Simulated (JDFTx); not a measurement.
**Single-point calculation at one volume of an equation of state, with input and output: O**

System: O (2 atoms in the cell).
Method: Kohn-Sham DFT of a periodic cell, PBE, PseudoDojo-SR-PBE-0.5-standard, no spin polarisation (JDFTx 1.7.0 (patched build)).

The structure derives from a Materials Project entry. It belongs to a series of runs on one base structure; here: volume scaled by 1.04.

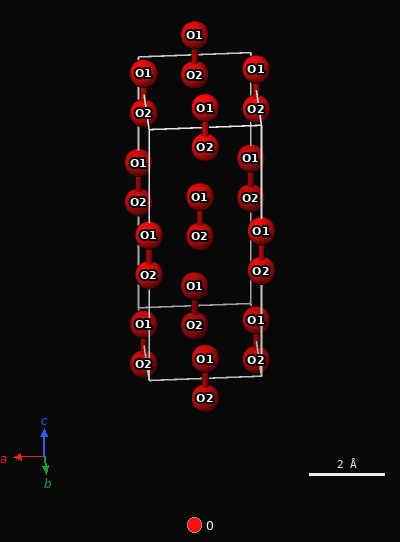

**Figure 1.** The input geometry (ball-and-stick view of the cell 4 times as large as that of the calculation, set on its symmetry axes, seen at an oblique angle; atoms are numbered from 1 in the order of the input). Near neighbours in the crystal (not all of them lie inside the picture): O has 1 O at 1.25 Å.

Input
```
lattice \
    0.0000000000     2.8752852656     2.8752852656 \
    3.6183620920     0.0000000000     3.6183620920 \
    7.4646891233     7.4646891233     0.0000000000
coords-type Lattice
ion O      0.5789020000     0.5789020000     0.4210980000 1
ion O      0.4210980000     0.4210980000     0.5789020000 1

ion-species pseudo/O.upf
elec-cutoff 42 336
elec-ex-corr gga-PBE
kpoint-folding 12 12 12
elec-smearing Fermi 0.0018374661
elec-n-bands 11
electronic-SCF nIterations 100 energyDiffThreshold 1e-09
electronic-minimize nIterations 30 energyDiffThreshold 1e-7
forces-output-coords Cartesian

dump-name run.$VAR
dump End Ecomponents EigStats BandEigs Kpoints Forces Stress ElecDensity Dtot KEdensity
```

Run as:
```bash
jdftx -c 1 -i O.in -o O.out
```

What the program printed
```
*************** JDFTx 1.7.0 (patched build) ***************

Input parsed successfully to the following command list (including defaults):
[... the input with its defaults ...]

---------- Setting up symmetries ----------

Non-trivial transmission matrix:
[   1   0   0  ]
[  -1   1   0  ]
[   0   0   1  ]
with reduced lattice vectors:
[     -2.875285      2.875285      2.875285  ]
[      3.618362      0.000000      3.618362  ]
[      0.000000      7.464689      0.000000  ]

Found 8 point-group symmetries of the bravais lattice
Found 8 space-group symmetries with basis
Applied RMS atom displacement 0 bohrs to make symmetries exact.

---------- Initializing the Grid ----------
R =
[            0      2.87529      2.87529  ]
[      3.61836            0      3.61836  ]
[      7.46469      7.46469            0  ]
unit cell volume = 155.323
G =
[   -1.09262   0.868236    0.42086  ]
[    1.09262  -0.868236    0.42086  ]
[    1.09262   0.868236   -0.42086  ]
Minimum fftbox size, Smin = [  72  68  40  ]
Chosen fftbox size, S = [  72  72  72  ]

---------- Initializing tighter grid for wavefunction operations ----------
R =
[            0      2.87529      2.87529  ]
[      3.61836            0      3.61836  ]
[      7.46469      7.46469            0  ]
unit cell volume = 155.323
G =
[   -1.09262   0.868236    0.42086  ]
[    1.09262  -0.868236    0.42086  ]
[    1.09262   0.868236   -0.42086  ]
Minimum fftbox size, Smin = [  52  48  28  ]
Chosen fftbox size, S = [  54  54  54  ]

---------- Exchange Correlation functional ----------
Initalized PBE GGA exchange.
Initalized PBE GGA correlation.

---------- Setting up pseudopotentials ----------
Width of ionic core gaussian charges (only for fluid interactions / plotting) set to 0

Reading pseudopotential file 'pseudo/O.upf':
  'O' pseudopotential, 'PBE' functional
  Generated using ONCVPSP code by D. R. Hamann
  6 valence electrons, 2 orbitals, 5 projectors, 936 radial grid points, with lMax = 2
    2S    l: 0   occupation:  2.0   eigenvalue: -0.880572
    2P    l: 1   occupation:  4.0   eigenvalue: -0.331869
  Core radius for overlap checks: 1.39 bohrs.

Initialized 1 species with 2 total atoms.

Folded 1 k-points by 12x12x12 to 1728 k-points.

---------- Setting up k-points, bands, fillings ----------
Reduced to 280 k-points under symmetry.
Computing the number of bands and number of electrons
Calculating initial fillings.
nElectrons:  12.000000   nBands: 11   nStates: 280

----- Setting up reduced wavefunction bases (one per k-point) -----
average nbasis = 2019.358 , ideal nbasis = 2019.308

---------- Setting up ewald sum ----------
Optimum gaussian width for ewald sums = 1.916233 bohr.
Real space sum over 2197 unit cells with max indices [  6  6  6  ]
Reciprocal space sum over 3179 terms with max indices [  8  8  5  ]

---------- Allocating electronic variables ----------
Initializing wave functions:  linear combination of atomic orbitals
Note: number of bands (11) exceeds available atomic orbitals (8)
O pseudo-atom occupations:   s ( 2 )  p ( 4 )
	FillingsUpdate:  mu: +0.043817369  nElectrons: 12.000000
LCAOMinimize: Iter:   0  F: -31.7630726081220516  |grad|_K:  8.988e-04  alpha:  1.000e+00
	FillingsUpdate:  mu: +0.061035460  nElectrons: 12.000000
LCAOMinimize: Iter:   1  F: -31.7737750354901749  |grad|_K:  6.204e-05  alpha:  7.419e-01  linmin:  1.387e-01  cgtest: -3.535e-01
	FillingsUpdate:  mu: +0.059580648  nElectrons: 12.000000
[... 5 lines of inner loops ...]
LCAOMinimize: Iter:   4  F: -31.7738255258995856  |grad|_K:  1.094e-07  alpha:  8.458e-01  linmin: -4.012e-04  cgtest: -1.404e-03
	FillingsUpdate:  mu: +0.059052202  nElectrons: 12.000000
LCAOMinimize: Iter:   5  F: -31.7738255260874034  |grad|_K:  8.361e-09  alpha:  9.264e-01  linmin:  5.879e-04  cgtest: -1.991e-02
LCAOMinimize: Converged (|Delta F|<1.000000e-06 for 2 iters).

-------- Electronic minimization -----------
Will mix electronic density at each iteration.
	FillingsUpdate:  mu: +0.059052202  nElectrons: 12.000000
	FillingsUpdate:  mu: +0.058376322  nElectrons: 12.000000
SCF: Cycle:  0   F: -31.857658288387178   dF: -8.383e-02   |Residual|: 1.561e-01   |deigs|: 9.265e-02
	FillingsUpdate:  mu: +0.072478715  nElectrons: 12.000000
SCF: Cycle:  1   F: -31.870288494600619   dF: -1.263e-02   |Residual|: 6.061e-02   |deigs|: 2.134e-02
	FillingsUpdate:  mu: +0.078255895  nElectrons: 12.000000
SCF: Cycle:  2   F: -31.872278314366785   dF: -1.990e-03   |Residual|: 1.627e-02   |deigs|: 9.865e-03
	FillingsUpdate:  mu: +0.077425749  nElectrons: 12.000000
SCF: Cycle:  3   F: -31.872286988211627   dF: -8.674e-06   |Residual|: 2.324e-03   |deigs|: 7.787e-04
	FillingsUpdate:  mu: +0.078250058  nElectrons: 12.000000
SCF: Cycle:  4   F: -31.872293491379899   dF: -6.503e-06   |Residual|: 1.361e-03   |deigs|: 9.473e-04
	FillingsUpdate:  mu: +0.078193260  nElectrons: 12.000000
SCF: Cycle:  5   F: -31.872294000569056   dF: -5.092e-07   |Residual|: 3.175e-04   |deigs|: 1.958e-04
	FillingsUpdate:  mu: +0.078291776  nElectrons: 12.000000
SCF: Cycle:  6   F: -31.872294163781426   dF: -1.632e-07   |Residual|: 8.734e-05   |deigs|: 1.122e-04
	FillingsUpdate:  mu: +0.078293508  nElectrons: 12.000000
SCF: Cycle:  7   F: -31.872294179330808   dF: -1.555e-08   |Residual|: 3.056e-05   |deigs|: 3.507e-05
	FillingsUpdate:  mu: +0.078294410  nElectrons: 12.000000
SCF: Cycle:  8   F: -31.872294182211945   dF: -2.881e-09   |Residual|: 1.452e-05   |deigs|: 2.841e-05
	FillingsUpdate:  mu: +0.078290677  nElectrons: 12.000000
SCF: Cycle:  9   F: -31.872294183031102   dF: -8.192e-10   |Residual|: 6.380e-06   |deigs|: 2.890e-05
	FillingsUpdate:  mu: +0.078291020  nElectrons: 12.000000
SCF: Cycle: 10   F: -31.872294183211878   dF: -1.808e-10   |Residual|: 3.298e-06   |deigs|: 3.255e-05
SCF: Converged (|Delta E|<1.000000e-09 for 2 iters).

Setting wave functions to eigenvectors of Hamiltonian

# Stress tensor in Cartesian coordinates [Eh/a0^3]:
[ -2.98448e-05            0            0  ]
[            0  7.16563e-05            0  ]
[            0            0  0.000615715  ]

# Ionic positions in lattice coordinates:
ion O   0.578902000000000   0.578902000000000   0.421098000000000 1
ion O   0.421098000000000   0.421098000000000   0.578902000000000 1

# Forces in Cartesian coordinates:
force O   0.000000000000001  -0.000000000000001  -0.044402780791831 1
force O   0.000000000000001  -0.000000000000001   0.044402780791830 1

# Energy components:
   Eewald =      -19.8596683869505739
       EH =       10.4529803082934905
     Eloc =      -31.9986747732397205
      Enl =       -4.6187017223205729
      Exc =       -8.0943788930746621
 Exc_core =        1.0336805529332547
       KE =       21.2128013839752008
-------------------------------------
     Etot =      -31.8719615303835830
       TS =        0.0003326528282932
-------------------------------------
        F =      -31.8722941832118778

IonicMinimize: Iter:   0  F: -31.872294183211878  |grad|_K:  2.564e-02
IonicMinimize: None of the convergence criteria satisfied after 0 iterations.

#--- Lowdin population analysis ---
# oxidation-state O +0.042 +0.042

Dumping 'run.eigStats' ...
	eMin: -0.893087 at state 0 ( [ +0.000000 +0.000000 +0.000000 ] spin 0 )
	HOMO: +0.078188 at state 152 ( [ +0.166667 +0.333333 -0.250000 ] spin 0 )
	mu  : +0.078291
	LUMO: +0.078371 at state 112 ( [ +0.083333 -0.166667 +0.166667 ] spin 0 )
	eMax: +0.882629 at state 153 ( [ +0.166667 +0.333333 -0.166667 ] spin 0 )
	HOMO-LUMO gap: +0.000184
	Optical gap  : +0.013652 at state 33 ( [ +0.000000 +0.250000 -0.250000 ] spin 0 )
Done!
```

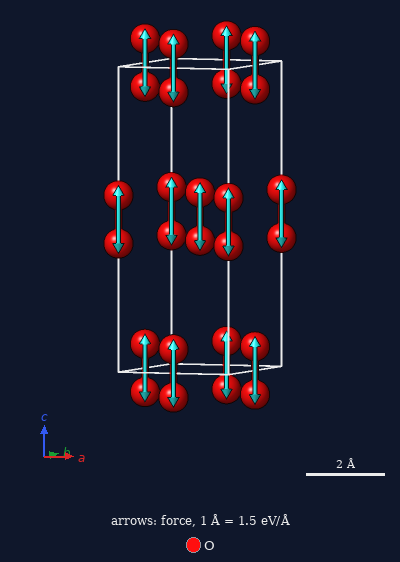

**Figure 2.** Forces on the atoms as teal arrows (ball-and-stick view of the cell 4 times as large as that of the calculation, set on its symmetry axes, seen at an oblique angle; atoms are numbered from 1 in the order of the input). The largest act on O1, O2 (2.28 eV/Å). The geometry is not a stationary point of this energy.

Summary

- outcome: converged
- space group (tolerance 0.01 Å): Fmmm (69)
- electrons treated: 12
- free energy: −867.2893 eV
- Fermi energy: 2.130 eV
- gap on the k-point mesh: none (metallic)
- pressure: −6.45 GPa
- largest force (length of the vector): 2.283 eV/Å
- hardware: 1 thread of Arm Neoverse V1, 24 GiB of memory available, shared host
- wall time: 14 min
- peak memory: 0.4 GiB
